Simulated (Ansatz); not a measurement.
**Ti₁₀O₁₉ (cell with a defect): density, localisation and related maps**

Input file:

```
crystal:
  lattice:
    - [-5.7270010263, -1.9090003421, -4.8875564234]
    - [1.9090003421, -5.7270010263, 4.8875564234]
    - [-1.9090003421, 5.7270010263, 4.8875564234]
  atoms:
    - { symbol: Ti, position: [0.4, 0.8, 0.6] }
    - { symbol: Ti, position: [0.2, 0.4, 0.8] }
    - { symbol: Ti, position: [0.0, 0.0, 0.0] }
    - { symbol: Ti, position: [0.6, 0.2, 0.4] }
    - { symbol: Ti, position: [0.8, 0.6, 0.2] }
    - { symbol: Ti, position: [0.7, 0.65, 0.55] }
    - { symbol: Ti, position: [0.5, 0.25, 0.75] }
    - { symbol: Ti, position: [0.3, 0.85, 0.95] }
    - { symbol: Ti, position: [0.9, 0.05, 0.35] }
    - { symbol: Ti, position: [0.1, 0.45, 0.15] }
    - { symbol: O, position: [0.5, 0.455298175, 0.955298175] }
    - { symbol: O, position: [0.3, 0.055298175, 0.155298175] }
    - { symbol: O, position: [0.9, 0.255298175, 0.555298175] }
    - { symbol: O, position: [0.1, 0.655298175, 0.355298175] }
    - { symbol: O, position: [0.4, 0.005298175, 0.805298175] }
    - { symbol: O, position: [0.2, 0.605298175, 0.005298175] }
    - { symbol: O, position: [0.0, 0.205298175, 0.205298175] }
    - { symbol: O, position: [0.6, 0.405298175, 0.605298175] }
    - { symbol: O, position: [0.8, 0.805298175, 0.405298175] }
    - { symbol: O, position: [0.7, 0.444701825, 0.344701825] }
    - { symbol: O, position: [0.5, 0.044701825, 0.544701825] }
    - { symbol: O, position: [0.3, 0.644701825, 0.744701825] }
    - { symbol: O, position: [0.9, 0.844701825, 0.144701825] }
    - { symbol: O, position: [0.1, 0.244701825, 0.944701825] }
    - { symbol: O, position: [0.8, 0.394701825, 0.994701825] }
    - { symbol: O, position: [0.6, 0.994701825, 0.194701825] }
    - { symbol: O, position: [0.4, 0.594701825, 0.394701825] }
    - { symbol: O, position: [0.0, 0.794701825, 0.794701825] }
    - { symbol: O, position: [0.2, 0.194701825, 0.594701825] }
  host:
    lattice:
      - [-1.9090003421, 1.9090003421, 4.8875564234]
      - [1.9090003421, -1.9090003421, 4.8875564234]
      - [1.9090003421, 1.9090003421, -4.8875564234]
    atoms:
      - { symbol: Ti, position: [0.0, 0.0, 0.0] }
      - { symbol: Ti, position: [0.75, 0.25, 0.5] }
      - { symbol: O, position: [0.955298175, 0.455298175, 0.5] }
      - { symbol: O, position: [0.205298175, 0.205298175, 0.0] }
      - { symbol: O, position: [0.544701825, 0.044701825, 0.5] }
      - { symbol: O, position: [0.794701825, 0.794701825, 0.0] }
basis:
  ecutwfc: 420
  xc_grid: 2
kpoints:
  mp_grid: { grid: [2, 2, 2], shift: [0.5, 0.5, 0.5] }
hamiltonian:
  xc: pbe
  hubbard: { sites: [{ species: Ti, l: d, u_eff: 4.0 }] }
scf:
  occupations: { method: gaussian, width: 0.01 }
output:
  forces: true
  stress: false
  eigenvalues: true
  charged_corrections:
    defect_position: [0.7, 0.85529817, 0.75529817]
    epsilon: [[42.7312, 0.0, 0.0], [0.0, 42.7312, 0.0], [0.0, 0.0, 23.026]]
  write_density: true
  write_potential: true
  elf: true
  volumetric_format: npy
relax:
  adjacent_minimum: "off"
  f_tol: 0.025
  max_steps: 45
```

Command:

```sh
ansatz run input.yaml --threads 4 --pin off --max-ram 10240MiB --backend cpu --events-out ev --progress --plain --runs-dir out
```

The fields are those of the run's last geometry, not of the input's.

Computed without spin polarisation; Hubbard U of 4 eV on Ti d only.

The calculation used DFT PBE+U, scalar-relativistic, plane waves, PAW (Ansatz 0.2.0).

The density is the valence pseudo-density of a PAW calculation; it isn't the true density close to the nuclei.

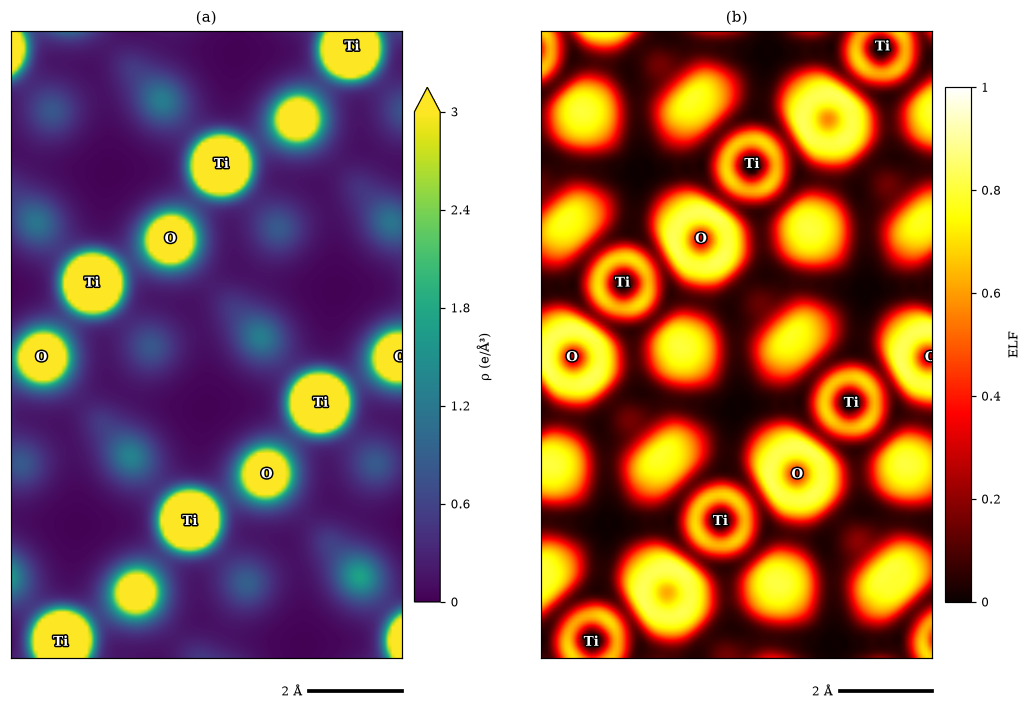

Figure 1. (a) valence electron density; (b) electron localisation function on the (101) plane of the calculation cell.

### Interpret the plot.

The plane passes through Ti and O nuclei.
Atoms just off the plane (Ti, 0.9 Å away and O, 0.3 Å away) can leave unmarked features too.
Ti–O (1.95 Å): ρ is about 0.72 e/Å³ halfway; the ELF peaks at about 0.85 in the valence shell of O, 0.6 Å from its nucleus, and is about 0.20 at the midpoint; no localised pair shows between them.
Ti–O (1.96 Å): the density is about 0.7 e/Å³ at the midpoint; the ELF peaks at about 0.85 in the valence shell of O, 0.6 Å from its nucleus, and is about 0.25 at the midpoint (no shared electron pair shows on this line).
Between the atoms the lowest density in this plane is 0.02 e/Å³.
The features right at Ti lie inside the PAW spheres, where the map follows smoothed inner orbitals and isn't to be read closely.

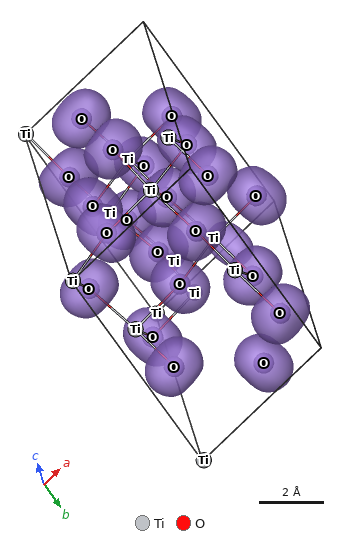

Figure 2. Isosurface of the electron localisation function at 0.65 (purple), seen at an oblique angle. Only the valence region is drawn (cores and ρ < 0.01 e/Å³ removed). Sticks mark near contacts.

### Identify the bonds, lone pairs and shells in this picture.

The surface consists of 19 regions wrapped around O (the valence shell of each) and one pocket between the atoms, centred on no nucleus (multi-centre or interstitial), counted in one cell of 29 atoms. Regions shared between cells count once. Along the contacts the grid gives the following. Ti–O (1.93 Å): the ELF peaks at about 0.80 in the valence shell of O, 0.6 Å from its nucleus, and is about 0.25 at the midpoint (no localised pair shows between them). Ti–O (1.98 Å): the ELF peaks at about 0.80 in the valence shell of O, 0.6 Å from its nucleus, and is about 0.25 at the midpoint: no localised pair shows between them.

### Does the calculation make it a metal, or give it a gap?

It is gapped, with a Kohn–Sham gap of 0.65 eV on the k-point mesh, an upper bound to the gap of this method.
